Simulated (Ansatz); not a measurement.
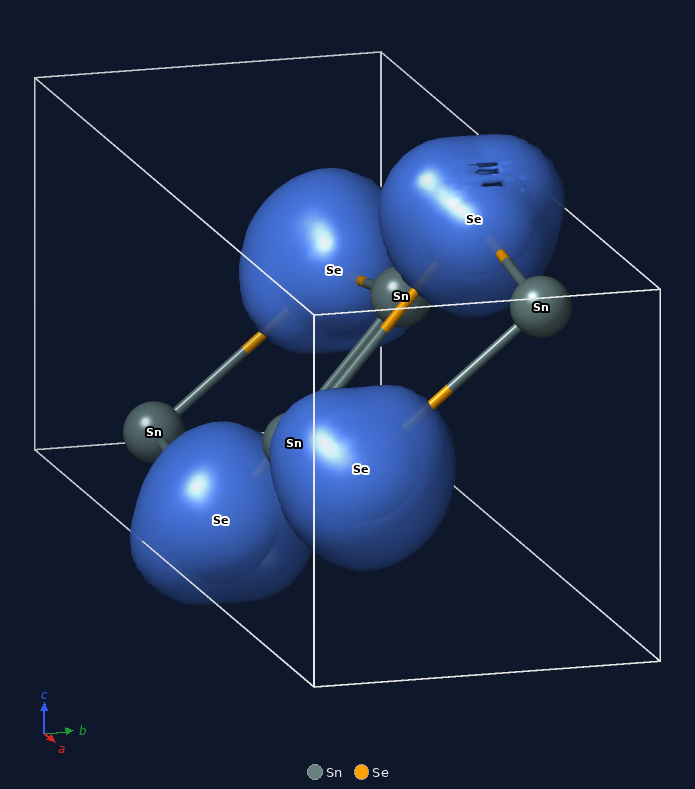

Figure 1: SnSe. Isosurface of the ELF at 0.75 (blue), seen slightly off an axis. Core shells and regions of very low density are left out. Sticks mark near contacts.

Space group Pnma.

Method: DFT PBE, scalar-relativistic, plane waves, PAW (Ansatz).

Core electrons are frozen (PAW), and the valence fields are smoothed inside the atomic spheres.

```yaml
crystal:
  lattice:
    - [11.42000, 0.00000, 0.00000]
    - [0.00000, 4.19000, 0.00000]
    - [0.00000, 0.00000, 4.46000]
  atoms:
    - { symbol: Sn, position: [0.11716, 0.25000, 0.10421] }
    - { symbol: Sn, position: [0.38284, 0.75000, 0.60421] }
    - { symbol: Sn, position: [0.61716, 0.25000, 0.39579] }
    - { symbol: Sn, position: [0.88284, 0.75000, 0.89579] }
    - { symbol: Se, position: [0.35742, 0.25000, 0.02113] }
    - { symbol: Se, position: [0.14258, 0.75000, 0.52113] }
    - { symbol: Se, position: [0.85742, 0.25000, 0.47887] }
    - { symbol: Se, position: [0.64258, 0.75000, 0.97887] }
```

### Identify the bonds, lone pairs and shells in this picture.

At this value the surface marks out four regions wrapped around Se (the valence shell of each), counted in one cell of 8 atoms. Any copies at cell faces, edges or corners count once.

Values along the shortest contacts:
Sn–Se (2.77 Å): the ELF is about 0.55 at the midpoint. Sn–Se (2.82 Å): the ELF is about 0.50 at the midpoint.

### Metal or insulator at this level of theory?

It is gapped, with a Kohn–Sham gap of 0.49 eV on the k-point mesh (the band edges may lie off the mesh, which would make the gap smaller).
